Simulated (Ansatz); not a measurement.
```yaml
crystal:
  lattice:
    - [3.82016, 0.00000, 0.00000]
    - [0.00000, 3.82016, 0.00000]
    - [0.00000, 0.00000, 17.86304]
  atoms:
    - { symbol: Sn, position: [0.75000, 0.25000, 0.22393] }
    - { symbol: O, position: [0.25000, 0.25000, 0.29007] }
    - { symbol: O, position: [0.75000, 0.75000, 0.29007] }
    - { symbol: Sn, position: [0.25000, 0.75000, 0.35621] }
    - { symbol: H, position: [0.25000, 0.00000, 0.44325] }
```

A point of a scan over the structure, not its minimum; not relaxed (largest force 0.7 eV/Å); PAW files of the earlier set (soft_1); the program warned that a starting moment wasn't kept; spin-polarised, but the moments vanished.

Computed with DFT PBE+D3(BJ), scalar-relativistic, plane waves, PAW in Ansatz 0.2.0.

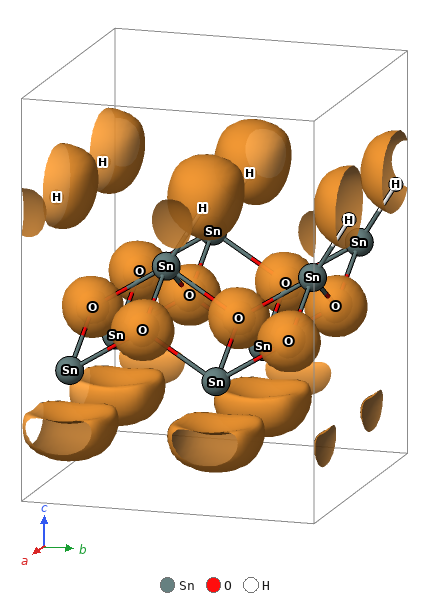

Sn₂HO₂ (slab). Isosurface of the ELF at 0.75 (orange), seen slightly off an axis. Core shells and regions of very low density are left out. Sticks mark near contacts.

### Where are the electrons localised?

The ELF exceeds this value in one region around a hydrogen nucleus, one lobe on Sn, pointing away from the bonds (lone pairs) and two regions wrapped around O (the valence shell of each), counted in one cell of 5 atoms. Counts are for one cell; the picture repeats the cell along the surface.

Values along the shortest contacts:
Sn–H (1.82 Å): the ELF climbs to about 1 towards the hydrogen. Sn–O (2.25 Å): the ELF peaks at about 0.85 in the valence shell of O, 0.6 Å from its nucleus, and is about 0.20 at the midpoint (no localised pair shows between them).

### Does the calculation give a band gap?

It is metallic or semimetallic at this level of theory: no gap opens.
